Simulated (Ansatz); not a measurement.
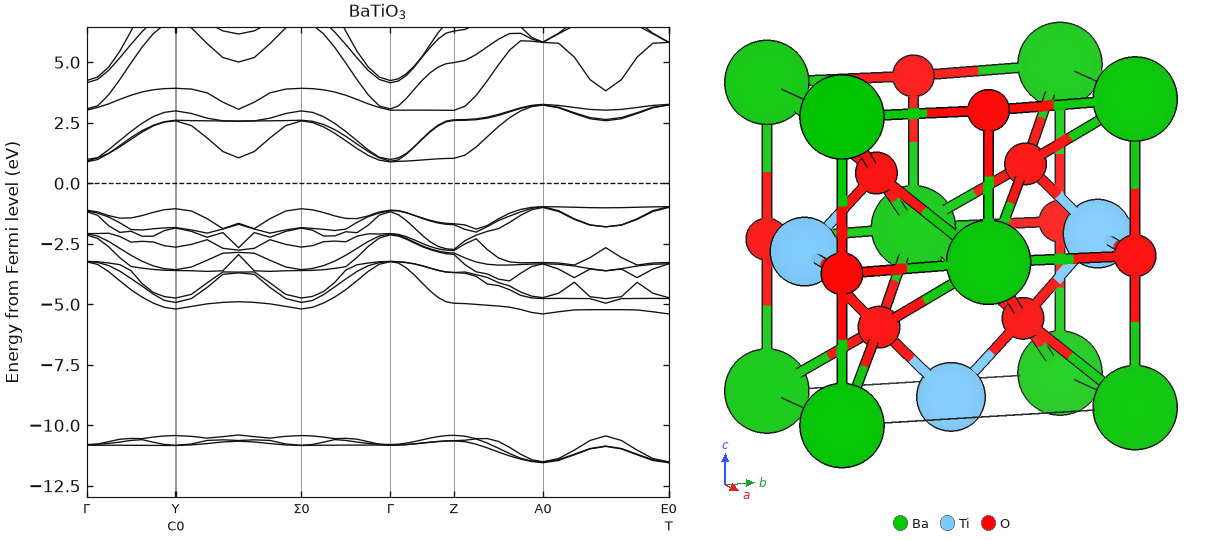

Write a caption that states what the plot shows.

Band structure of BaTiO3, space group Amm2 (No. 38), 5 atoms in the cell, beside the structure. Ansatz; DFT, PBE, all-electron LAPW, scalar-relativistic, no spin polarisation, 7×7×7 k mesh, Fermi-Dirac smearing of 0.08 eV. Energies are counted from the Fermi level. The path runs straight from each named point to the next.

The material is gapped. The gap along this path is 1.85 eV and indirect, from the valence-band top at A0 to the conduction-band bottom at Γ; the smallest direct gap is 1.99 eV, at Γ. Two bands meet at the valence-band top at A0: it is doubly degenerate (spin aside). The next level lies only 0.03 eV lower. The top valence band spans 0.9 eV and the lowest conduction band 2.3 eV. The direct gaps are 4.20 eV at T, 4.20 eV at A0 and 3.63 eV at Y.
